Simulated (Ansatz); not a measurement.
Run report: Al₃Ga₂As₅, geometry relaxation (part 1 of 2)

- system: Al₃Ga₂As₅ (10 atoms in the cell)
- method: DFT PBE, scalar-relativistic, plane waves, PAW (Ansatz 0.2.0)

The structure was made by a generator, so it may or may not be a known phase. The run did not end well.

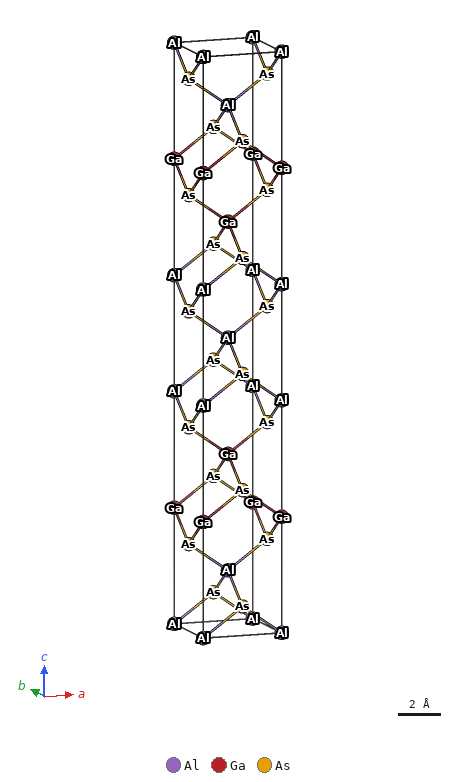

*The starting structure (ball-and-stick view of the cell 2 times as large as that of the calculation, set on its symmetry axes, seen slightly off an axis). An atom can appear more than once, as a periodic image.*

### Outcome

- outcome: stopped at the time limit
- space group (tolerance 0.01 Å): I-4m2 (119) → Imm2 (44)
- final cell: a = 14.615 Å, b = 14.615 Å, c = 14.615 Å, α = 164.05°, β = 164.05°, γ = 22.64°
- hardware: 4 threads of Arm Neoverse V2, 240 GiB of memory available, shared host
- wall time: 37 min (CPU time 2.5 h)
- peak memory: 6 GiB

### Diagnosis

The run was cut off by its time limit, so the output is incomplete.

### Input
```yaml
crystal:
  lattice:
    - [-2.0282317136, 2.0282317136, 14.3310515631]
    - [2.0282317136, -2.0282317136, 14.3310515631]
    - [2.0282317136, 2.0282317136, -14.3310515631]
  atoms:
    - { symbol: Al, position: [0.0, 0.0, 0.0] }
    - { symbol: Al, position: [0.5998157124, 0.5998157124, 0.0] }
    - { symbol: Al, position: [0.4001842876, 0.4001842876, 0.0] }
    - { symbol: Ga, position: [0.1998760934, 0.1998760934, 0.0] }
    - { symbol: Ga, position: [0.8001239066, 0.8001239066, 0.0] }
    - { symbol: As, position: [0.6495449385, 0.1495449385, 0.5] }
    - { symbol: As, position: [0.25, 0.75, 0.5] }
    - { symbol: As, position: [0.8504550615, 0.3504550615, 0.5] }
    - { symbol: As, position: [0.4500869736, 0.9500869736, 0.5] }
    - { symbol: As, position: [0.0499130264, 0.5499130264, 0.5] }
basis:
  ecutwfc: 420
kpoints:
  mp_grid: { grid: [10, 10, 10] }
hamiltonian:
  xc: pbe
scf:
  occupations: { method: fixed }
output:
  forces: true
  stress: true
  eigenvalues: true
  polarization: {}
elastic:
  mode: relaxed_ion
  stencil: two_point
```

Launched with:
```bash
ansatz run input.yaml --threads 4 --pin off --max-ram 8192MiB --backend cpu --events-out ev --progress --plain --runs-dir out
```

### What the program printed
```
Engine: ansatz 0.2.0, aarch64-unknown-linux-gnu
Pseudopotentials: kind: paw
Pseudopotential: Al, paw, valence charge 3, recommended cutoff 420 eV (normal), Al.paw.azcp
Pseudopotential: Ga, paw, valence charge 13, recommended cutoff 420 eV (normal), Ga.paw.azcp
Pseudopotential: As, paw, valence charge 15, recommended cutoff 420 eV (normal), As.paw.azcp
Functional definition: PBE
  parameter kappa = 0.804
  parameter beta = 0.06672455060314922
  exchange = pbe_x(kappa = kappa, mu = beta*pi^2/3)
  correlation = pbe_c(beta = beta)
Crystal: 10 atoms, lattice volume = 235.816 Å³
Basis set: ecut = 420 eV, 4627 PW (Γ), exchange–correlation on 200×200×200 points (8 copies of the dense FFT grid, shifted against one another)
Bands: 66, of which v1, the nominal top of the filled ones, is band 55 counted from 1 (54 counted from 0)
Symmetry: 8 space group operations
Space group: I-4m2 (ITA 119), of the structure as read, at distance tolerance 6.2e-5 Å
k-points: 102 of 1000 (time reversal used)
Non-local potential: Al, projectors of the file, l = 0: 2, l = 1: 2, l = 2: 1
Non-local potential: Ga, projectors of the file, l = 0: 2, l = 1: 2, l = 2: 3, l = 3: 1
Non-local potential: As, projectors of the file, l = 0: 2, l = 1: 2, l = 2: 3, l = 3: 1
PAW form: soft (Blöchl's): semilocal exchange-correlation on the pseudo side does not see the compensation charge
PAW one-centre angular grid: Al, 110 points (default); XC on 64 Gauss nodes
PAW one-centre angular grid: Ga, 590 points (default); XC on 64 Gauss nodes
PAW one-centre angular grid: As, 590 points (default); XC on 64 Gauss nodes
Initial density: superposition of atomic densities (neutral atoms: chi_scale 0, normalization atom), corrected by the library's trained network
Initial wavefunctions: pseudopotential atomic-orbital guess
Functional: x = pbe(κ = 0.804, μ = 0.2195149727645171), c = pbe(β = 0.06672455060314922)
SCF iter   1: F=—  HF=-33463.557218 eV  |F-HF|=—  |Δ(HF+E_count)|=         —  Δρ=1.80e-3  dr2=1.58e-2  ethr=1.77e-3  ⟨swp⟩=4.8  Hψ=21524  notcnv=0  defer=799
preconditioner: auto → Resta (q_TF=auto, 2.403 Å⁻¹)  ε∞=3.6  [insulator: Δε(μ)=1.034 eV  Ē_g=11.665 eV  n_scr=62 (ndim 8)  ℏωp=18.7 eV  f_vac=0.038  ε∞_Penn≈3.6]
SCF iter   2: F=—  HF=-33463.551558 eV  |F-HF|=—  |Δ(HF+E_count)|=   5.66e-3  Δρ=9.51e-4  dr2=3.78e-3  ethr=1.44e-5  ⟨swp⟩=2.1  Hψ=11025  notcnv=0  defer=918
SCF iter   3: F=—  HF=-33463.551394 eV  |F-HF|=—  |Δ(HF+E_count)|=   1.65e-4  Δρ=5.06e-4  dr2=5.60e-4  ethr=3.43e-6  ⟨swp⟩=2.0  Hψ=9482  notcnv=0  defer=918
SCF iter   4: F=—  HF=-33463.551104 eV  |F-HF|=—  |Δ(HF+E_count)|=   2.90e-4  Δρ=1.70e-4  dr2=1.17e-4  ethr=5.09e-7  ⟨swp⟩=2.0  Hψ=9381  notcnv=0  defer=865
SCF iter   5: F=—  HF=-33463.551179 eV  |F-HF|=—  |Δ(HF+E_count)|=   7.55e-5  Δρ=5.29e-5  dr2=1.89e-5  ethr=1.06e-7  ⟨swp⟩=2.1  Hψ=8783  notcnv=0  defer=546
SCF iter   6: F=—  HF=-33463.551271 eV  |F-HF|=—  |Δ(HF+E_count)|=   9.16e-5  Δρ=2.73e-5  dr2=3.01e-6  ethr=1.72e-8  ⟨swp⟩=2.0  Hψ=11417  notcnv=0  defer=520
SCF iter   7: F=—  HF=-33463.551330 eV  |F-HF|=—  |Δ(HF+E_count)|=   5.98e-5  Δρ=8.13e-6  dr2=1.16e-7  ethr=2.73e-9  ⟨swp⟩=2.0  Hψ=10298  notcnv=0  defer=516
SCF iter   8: F=—  HF=-33463.551331 eV  |F-HF|=—  |Δ(HF+E_count)|=   4.37e-7  Δρ=1.56e-6  dr2=7.79e-9  ethr=1.06e-10  ⟨swp⟩=2.0  Hψ=11828  notcnv=0  defer=516
SCF iter   9: F=—  HF=-33463.551331 eV  |F-HF|=—  |Δ(HF+E_count)|=   1.35e-9  Δρ=5.94e-7  dr2=6.61e-10  ethr=7.08e-12  ⟨swp⟩=2.0  Hψ=11828  notcnv=0  defer=516
SCF iter  10: F=—  HF=-33463.551331 eV  |F-HF|=—  |Δ(HF+E_count)|=   2.78e-9  Δρ=1.83e-7  dr2=1.76e-10  ethr=6.01e-13 (applied; sched 1.00e-12)  ⟨swp⟩=2.0  Hψ=11828  notcnv=0  defer=516
SCF iter  11: F=—  HF=-33463.551331 eV  |F-HF|=—  |Δ(HF+E_count)|=  1.38e-10  Δρ=6.96e-8  dr2=1.79e-11  ethr=1.60e-13 (applied; sched 1.00e-12)  ⟨swp⟩=2.0  Hψ=11828  notcnv=0  defer=516
SCF iter  12: F=—  HF=-33463.551331 eV  |F-HF|=—  |Δ(HF+E_count)|=  3.64e-11  Δρ=2.30e-8  dr2=1.96e-12  ethr=1.63e-14 (applied; sched 1.00e-12)  ⟨swp⟩=2.0  Hψ=8258  notcnv=0  defer=516
SCF iter  13: F=—  HF=-33463.551331 eV  |F-HF|=—  |Δ(HF+E_count)|=  7.28e-12  Δρ=7.80e-9  dr2=2.40e-13  ethr=1.78e-15 (applied; sched 1.00e-12)  ⟨swp⟩=2.0  Hψ=10298  notcnv=0  defer=516
SCF iter  14: F=-33463.551331 eV  HF=-33463.551331 eV  |F-HF|=2.18e-11  |Δ(HF+E_count)|=    0.00e0  Δρ=3.56e-9  dr2=5.83e-14  ethr=1.00e-12  ⟨swp⟩=11.8  Hψ=32318  notcnv=0
SCF 1 converged in 14 iterations: F = -33463.551331 eV  dr2 = 5.83e-14
  greatest PAW one-centre occupation: 0.999 electrons in one spin orbital (limit 2), on the As atom at site 6 (counted from 0), in its partial waves of l = 2
Crystal: 10 atoms, lattice volume = 235.344 Å³
Basis set: ecut = 420 eV, 4619 PW (Γ), exchange–correlation on 200×200×200 points (8 copies of the dense FFT grid, shifted against one another)
Symmetry: 4 space group operations
k-points: 171 of 1000 (time reversal used)
Initial density: handed on by an earlier stage of this run
Initial wavefunctions: pseudopotential atomic-orbital guess (no wavefunctions were taken with the density)
iter 1 solved again at ethr=1.04e-5 eV; its pass at ethr=3.10e-3 eV (dr2=1.15e-2 eV) is discarded
SCF iter   1: F=—  HF=-33463.555902 eV  |F-HF|=—  |Δ(HF+E_count)|=         —  Δρ=3.86e-3  dr2=1.29e-2  ethr=1.04e-5  ⟨swp⟩=2.4  Hψ=49688  notcnv=0  defer=1538
preconditioner: auto → Resta (q_TF=auto, 2.403 Å⁻¹)  ε∞=3.6  [insulator: Δε(μ)=1.038 eV  Ē_g=11.642 eV  n_scr=62 (ndim 8)  ℏωp=18.7 eV  f_vac=0.031  ε∞_Penn≈3.6]
SCF iter   2: F=—  HF=-33463.551832 eV  |F-HF|=—  |Δ(HF+E_count)|=   4.07e-3  Δρ=1.80e-3  dr2=2.78e-3  ethr=1.04e-5  ⟨swp⟩=2.0  Hψ=15881  notcnv=0  defer=1539
SCF iter   3: F=—  HF=-33463.550942 eV  |F-HF|=—  |Δ(HF+E_count)|=   8.90e-4  Δρ=4.38e-4  dr2=2.77e-4  ethr=2.52e-6  ⟨swp⟩=2.0  Hψ=15881  notcnv=0  defer=1539
SCF iter   4: F=—  HF=-33463.550763 eV  |F-HF|=—  |Δ(HF+E_count)|=   1.80e-4  Δρ=1.12e-4  dr2=1.87e-5  ethr=2.52e-7  ⟨swp⟩=2.0  Hψ=19332  notcnv=0  defer=1426
SCF iter   5: F=—  HF=-33463.550850 eV  |F-HF|=—  |Δ(HF+E_count)|=   8.72e-5  Δρ=2.74e-5  dr2=4.01e-6  ethr=1.70e-8  ⟨swp⟩=2.0  Hψ=19806  notcnv=0  defer=890
SCF iter   6: F=—  HF=-33463.550907 eV  |F-HF|=—  |Δ(HF+E_count)|=   5.70e-5  Δρ=7.51e-6  dr2=2.03e-7  ethr=3.65e-9  ⟨swp⟩=2.0  Hψ=18959  notcnv=0  defer=882
SCF iter   7: F=—  HF=-33463.550907 eV  |F-HF|=—  |Δ(HF+E_count)|=   1.86e-7  Δρ=2.80e-6  dr2=6.40e-8  ethr=1.84e-10  ⟨swp⟩=2.0  Hψ=19814  notcnv=0  defer=882
SCF iter   8: F=—  HF=-33463.550907 eV  |F-HF|=—  |Δ(HF+E_count)|=   2.08e-9  Δρ=1.38e-6  dr2=8.52e-9  ethr=5.82e-11  ⟨swp⟩=2.0  Hψ=19814  notcnv=0  defer=882
SCF iter   9: F=—  HF=-33463.550907 eV  |F-HF|=—  |Δ(HF+E_count)|=   3.81e-9  Δρ=3.30e-7  dr2=3.25e-10  ethr=7.74e-12  ⟨swp⟩=2.0  Hψ=15539  notcnv=0  defer=882
SCF iter  10: F=—  HF=-33463.550907 eV  |F-HF|=—  |Δ(HF+E_count)|=  5.53e-10  Δρ=1.18e-7  dr2=5.33e-11  ethr=2.95e-13 (applied; sched 1.00e-12)  ⟨swp⟩=2.0  Hψ=19814  notcnv=0  defer=882
SCF iter  11: F=—  HF=-33463.550907 eV  |F-HF|=—  |Δ(HF+E_count)|=  4.37e-11  Δρ=5.07e-8  dr2=5.31e-12  ethr=4.84e-14 (applied; sched 1.00e-12)  ⟨swp⟩=2.0  Hψ=19814  notcnv=0  defer=882
SCF iter  12: F=—  HF=-33463.550907 eV  |F-HF|=—  |Δ(HF+E_count)|=    0.00e0  Δρ=1.24e-8  dr2=6.45e-13  ethr=4.83e-15 (applied; sched 1.00e-12)  ⟨swp⟩=2.0  Hψ=19814  notcnv=0  defer=882
SCF iter  13: F=—  HF=-33463.550907 eV  |F-HF|=—  |Δ(HF+E_count)|=  7.28e-12  Δρ=4.35e-9  dr2=1.20e-13  ethr=1.00e-12  ⟨swp⟩=4.0  Hψ=39564  notcnv=0
SCF iter  14: F=-33463.550907 eV  HF=-33463.550907 eV  |F-HF|=1.46e-11  |Δ(HF+E_count)|=  7.28e-12  Δρ=3.51e-9  dr2=4.82e-14  ethr=1.00e-12  ⟨swp⟩=4.0  Hψ=37196  notcnv=0
SCF 2 converged in 14 iterations: F = -33463.550907 eV  dr2 = 4.82e-14
[... from here on the iterations of each SCF are left out, up to the last one ...]
relax step   1: F+E_penalty+E_count = -33463.55090692 eV  Δ(F+E_penalty+E_count) = +0.000e0 eV  max|allowed force component| = 1.478e-2 eV/Å  Δτ_max = 0.0000 Å  (14 SCF iters, accepted)
Initial wavefunctions: those handed on with the density
preconditioner: auto → Resta (q_TF=auto, 2.403 Å⁻¹)  ε∞=3.6  [insulator: Δε(μ)=1.049 eV  Ē_g=11.679 eV  n_scr=62 (ndim 8)  ℏωp=18.7 eV  f_vac=0.031  ε∞_Penn≈3.6]
SCF 3 converged in 10 iterations: F = -33463.550959 eV  dr2 = 4.43e-14
relax step   2: F+E_penalty+E_count = -33463.55095894 eV  Δ(F+E_penalty+E_count) = -5.203e-5 eV  max|allowed force component| = 2.326e-3 eV/Å  Δτ_max = 0.0010 Å  (10 SCF iters, accepted)
preconditioner: auto → Resta (q_TF=auto, 2.403 Å⁻¹)  ε∞=3.6  [insulator: Δε(μ)=1.049 eV  Ē_g=11.678 eV  n_scr=62 (ndim 8)  ℏωp=18.7 eV  f_vac=0.031  ε∞_Penn≈3.6]
SCF 4 converged in 9 iterations: F = -33463.550960 eV  dr2 = 2.38e-14
relax step   3: F+E_penalty+E_count = -33463.55096025 eV  Δ(F+E_penalty+E_count) = -1.307e-6 eV  max|allowed force component| = 2.671e-4 eV/Å  Δτ_max = 0.0003 Å  (9 SCF iters, accepted)
SCF 5 converged in 8 iterations: F = -33463.550960 eV  dr2 = 1.39e-14
relax step   4: F+E_penalty+E_count = -33463.55096028 eV  Δ(F+E_penalty+E_count) = -3.244e-8 eV  max|allowed force component| = 1.007e-5 eV/Å  Δτ_max = 0.0001 Å  (8 SCF iters, accepted)
SCF 6 converged in 10 iterations: F = -33463.550960 eV  dr2 = 6.41e-17
NSCF: frozen V_eff on 174 k-points
Crystal: 10 atoms, lattice volume = 236.288 Å³
Basis set: ecut = 420 eV, 4659 PW (Γ), exchange–correlation on 200×200×200 points (8 copies of the dense FFT grid, shifted against one another)
preconditioner: auto → Resta (q_TF=auto, 2.402 Å⁻¹)  ε∞=3.6  [insulator: Δε(μ)=1.028 eV  Ē_g=11.704 eV  n_scr=62 (ndim 8)  ℏωp=18.7 eV  f_vac=0.031  ε∞_Penn≈3.6]
SCF 7 converged in 14 iterations: F = -33463.550907 eV  dr2 = 4.83e-14
relax step   1: F+E_penalty+E_count = -33463.55090659 eV  Δ(F+E_penalty+E_count) = +0.000e0 eV  max|allowed force component| = 1.451e-2 eV/Å  Δτ_max = 0.0000 Å  (14 SCF iters, accepted)
preconditioner: auto → Resta (q_TF=auto, 2.402 Å⁻¹)  ε∞=3.6  [insulator: Δε(μ)=1.024 eV  Ē_g=11.663 eV  n_scr=62 (ndim 8)  ℏωp=18.7 eV  f_vac=0.031  ε∞_Penn≈3.6]
SCF 8 converged in 10 iterations: F = -33463.550957 eV  dr2 = 3.23e-14
relax step   2: F+E_penalty+E_count = -33463.55095698 eV  Δ(F+E_penalty+E_count) = -5.039e-5 eV  max|allowed force component| = 2.214e-3 eV/Å  Δτ_max = 0.0010 Å  (10 SCF iters, accepted)
SCF 9 converged in 9 iterations: F = -33463.550958 eV  dr2 = 1.80e-14
relax step   3: F+E_penalty+E_count = -33463.55095815 eV  Δ(F+E_penalty+E_count) = -1.174e-6 eV  max|allowed force component| = 2.628e-4 eV/Å  Δτ_max = 0.0002 Å  (9 SCF iters, accepted)
SCF 10 converged in 8 iterations: F = -33463.550958 eV  dr2 = 3.34e-14
relax step   4: F+E_penalty+E_count = -33463.55095819 eV  Δ(F+E_penalty+E_count) = -3.126e-8 eV  max|allowed force component| = 2.400e-5 eV/Å  Δτ_max = 0.0001 Å  (8 SCF iters, accepted)
SCF 11 converged in 10 iterations: F = -33463.550958 eV  dr2 = 1.28e-16
NSCF: frozen V_eff on 174 k-points
preconditioner: auto → Resta (q_TF=auto, 2.403 Å⁻¹)  ε∞=3.6  [insulator: Δε(μ)=1.045 eV  Ē_g=11.642 eV  n_scr=62 (ndim 8)  ℏωp=18.7 eV  f_vac=0.031  ε∞_Penn≈3.6]
SCF 12 converged in 14 iterations: F = -33463.551024 eV  dr2 = 6.98e-15
relax step   1: F+E_penalty+E_count = -33463.55102359 eV  Δ(F+E_penalty+E_count) = +0.000e0 eV  max|allowed force component| = 4.534e-4 eV/Å  Δτ_max = 0.0000 Å  (14 SCF iters, accepted)
preconditioner: auto → Resta (q_TF=auto, 2.403 Å⁻¹)  ε∞=3.6  [insulator: Δε(μ)=1.061 eV  Ē_g=11.679 eV  n_scr=62 (ndim 8)  ℏωp=18.7 eV  f_vac=0.031  ε∞_Penn≈3.6]
SCF 13 converged in 7 iterations: F = -33463.551024 eV  dr2 = 5.58e-14
relax step   2: F+E_penalty+E_count = -33463.55102361 eV  Δ(F+E_penalty+E_count) = -2.386e-8 eV  max|allowed force component| = 5.102e-5 eV/Å  Δτ_max = 0.0001 Å  (7 SCF iters, accepted)
SCF 14 converged in 6 iterations: F = -33463.551024 eV  dr2 = 3.40e-14
relax step   3: F+E_penalty+E_count = -33463.55102361 eV  Δ(F+E_penalty+E_count) = -6.039e-10 eV  max|allowed force component| = 3.144e-6 eV/Å  Δτ_max = 0.0000 Å  (6 SCF iters, accepted)
SCF 15 converged in 10 iterations: F = -33463.551024 eV  dr2 = 6.84e-17
NSCF: frozen V_eff on 105 k-points
Basis set: ecut = 420 eV, 4651 PW (Γ), exchange–correlation on 200×200×200 points (8 copies of the dense FFT grid, shifted against one another)
preconditioner: auto → Resta (q_TF=auto, 2.402 Å⁻¹)  ε∞=3.6  [insulator: Δε(μ)=1.043 eV  Ē_g=11.704 eV  n_scr=62 (ndim 8)  ℏωp=18.7 eV  f_vac=0.031  ε∞_Penn≈3.6]
SCF 16 converged in 14 iterations: F = -33463.551030 eV  dr2 = 2.99e-14
relax step   1: F+E_penalty+E_count = -33463.55103006 eV  Δ(F+E_penalty+E_count) = +0.000e0 eV  max|allowed force component| = 3.872e-4 eV/Å  Δτ_max = 0.0000 Å  (14 SCF iters, accepted)
preconditioner: auto → Resta (q_TF=auto, 2.402 Å⁻¹)  ε∞=3.6  [insulator: Δε(μ)=1.027 eV  Ē_g=11.663 eV  n_scr=62 (ndim 8)  ℏωp=18.7 eV  f_vac=0.031  ε∞_Penn≈3.6]
SCF 17 converged in 7 iterations: F = -33463.551030 eV  dr2 = 6.18e-14
relax step   2: F+E_penalty+E_count = -33463.55103008 eV  Δ(F+E_penalty+E_count) = -1.842e-8 eV  max|allowed force component| = 4.615e-5 eV/Å  Δτ_max = 0.0000 Å  (7 SCF iters, accepted)
iter 1 solved again at ethr=1.00e-12 eV; its pass at ethr=3.10e-3 eV (dr2=1.41e-10 eV) is discarded
```
